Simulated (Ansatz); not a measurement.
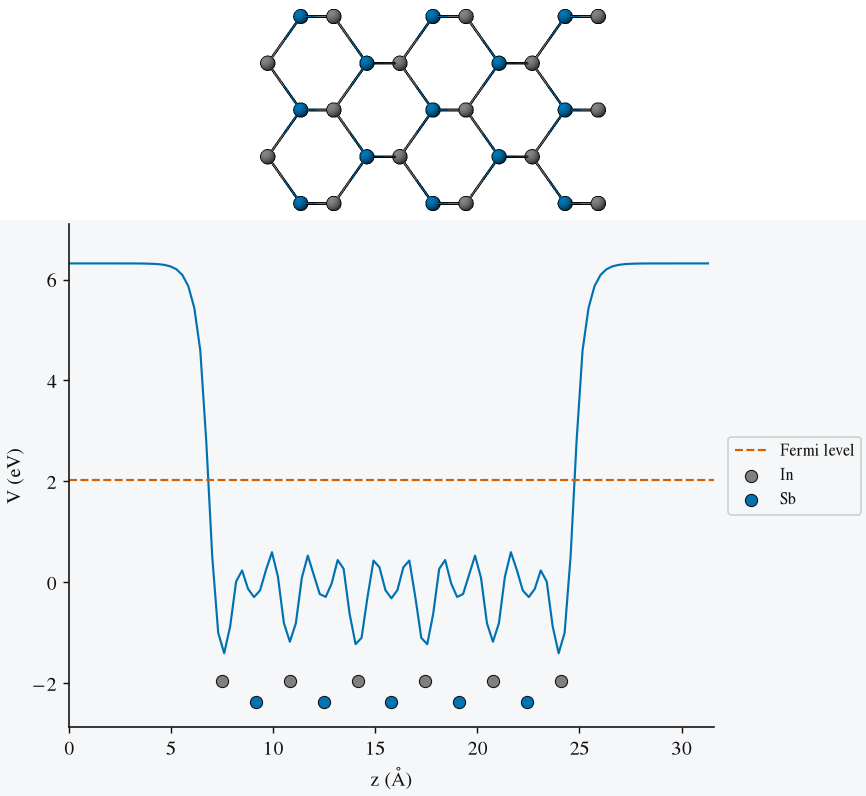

Describe the figure.

Plane-averaged electrostatic potential energy of an electron across the slab; circles at the bottom mark the heights of the atoms. The structure is drawn too. System: a (100) slab cut from InSb (F-43m), of composition In₆Sb₅ (not the bulk's), ended by In planes, 11 atoms in the cell, repeats removed: −2. Level of theory: DFT PBE, scalar-relativistic, plane waves, PAW, no spin polarisation, 8×8×1 k mesh, Gaussian smearing of 0.1 eV; code Ansatz 0.2.0.

The work function is 4.29 eV, the same on both faces. The two vacuum levels agree, so the slab has no net dipole along its normal. The outermost atoms are 16.6 Å apart, which leaves 15.0 Å of vacuum in a cell 31.6 Å high.

The atoms aren't at rest in this cell (largest force 0.6 eV/Å), so the relaxed material can differ.
